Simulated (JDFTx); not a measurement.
# A series of single points on HfN

System: HfN (Fm-3m, 2 atoms in the cell).
Method: Kohn-Sham DFT of a periodic cell, LDA, PseudoDojo-SR-LDA-0.4.1-standard, no spin polarisation (JDFTx 1.7.0 (patched build)).

The 7 runs differ only in the geometry, by an even scaling of the cell at fixed fractional positions. The structure derives from an entry of the Crystallography Open Database.

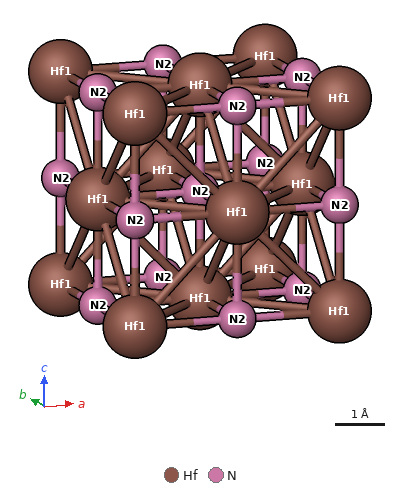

Figure 1. The structure of run 4 (ball-and-stick view of the cell 4 times as large as that of the calculation, set on its symmetry axes, seen slightly off an axis; atoms are numbered from 1 in the order of the input). An atom can appear more than once, as a periodic image.

## Input of run 4
```
lattice Face-Centered Cubic 8.5264442743
coords-type Lattice
ion Hf     0.0000000000     0.0000000000     0.0000000000 1
ion N      0.5000000000     0.5000000000     0.5000000000 1

ion-species pseudo/Hf.upf
ion-species pseudo/N.upf
elec-cutoff 42 336
elec-ex-corr lda-PW
kpoint-folding 10 10 10
elec-smearing Fermi 0.0018374661
elec-n-bands 14
electronic-SCF nIterations 100 energyDiffThreshold 1e-09
electronic-minimize nIterations 30 energyDiffThreshold 1e-7
forces-output-coords Cartesian

dump-name run.$VAR
dump End Ecomponents EigStats BandEigs Kpoints Forces Stress
```

Command:
```bash
jdftx -c 1 -i HfN.in -o HfN.out
```

Lattice vectors (Å) and fractional positions of run 4:
```
   0.000000    2.256000    2.256000
   2.256000    0.000000    2.256000
   2.256000    2.256000    0.000000
Hf  0.000000  0.000000  0.000000
N   0.500000  0.500000  0.500000
```

Run 5 has the same physical settings and fractional positions; its lattice vectors (Å) are:
```
   0.000000    2.270941    2.270941
   2.270941    0.000000    2.270941
   2.270941    2.270941    0.000000
```

## Results, with one run withheld

```csv
run,volume per atom (Å³),"free energy per atom, from the lowest run given (meV)",pressure (GPa)
1,10.793,3.52,5.88
2,11.023,0.00,−0.87
3,11.252,5.65,−6.92
4,11.482,19.51,−12.34
5,11.712,?,?
6,11.941,68.49,−21.52
7,12.171,102.14,−25.40
```

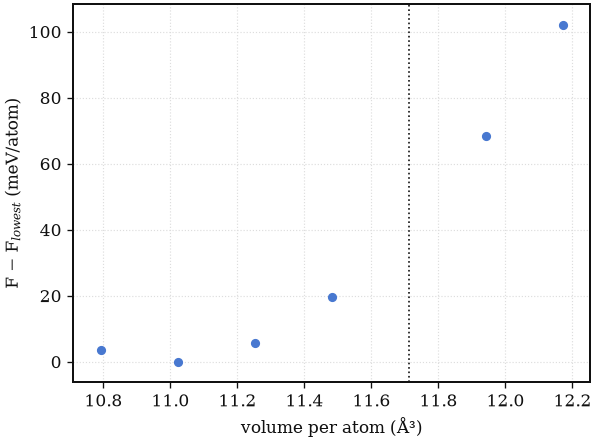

Figure 2. Free energy per atom of the runs given; the dotted line marks run 5.

Fit the runs given and predict run 5.

A cubic polynomial in V^(−2/3) (the Birch–Murnaghan form), fitted to the 6 runs given, misses them by at most 0.02 meV per atom. With x = V^(−2/3) − 0.19712 Å⁻², it reads F = 15.457 − 6011.8 x + 5.7802e+05 x² + 5.9961e+05 x³ (meV per atom). At run 5 it gives 40.78 meV per atom, and the run itself gives 40.71. The slope of the fit gives a pressure −dF/dV of −17.18 GPa there, and the run prints −17.18 GPa. The fit has its minimum at 10.992 Å³ per atom, where V d²F/dV² gives 311 GPa: the bulk modulus at this level, since symmetry fixes the shape and the positions.

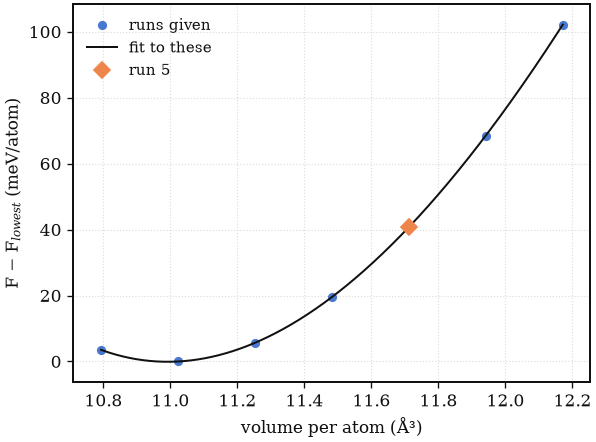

Figure 3. The fit and the withheld run.

## Some lines of the output (run 5)
```
[...]
unit cell volume = 158.068
     Etot =      -60.4129337572829002
        F =      -60.4131729060954115
	HOMO-LUMO gap: +0.001949
	Optical gap  : +0.049019 at state 6 ( [ +0.000000 +0.100000 +0.100000 ] spin 0 )
```

Notes: Spin–orbit coupling is left out, which matters for Hf. The cell holds an odd number of electrons but the run has no spin polarisation, so a band is left half filled.
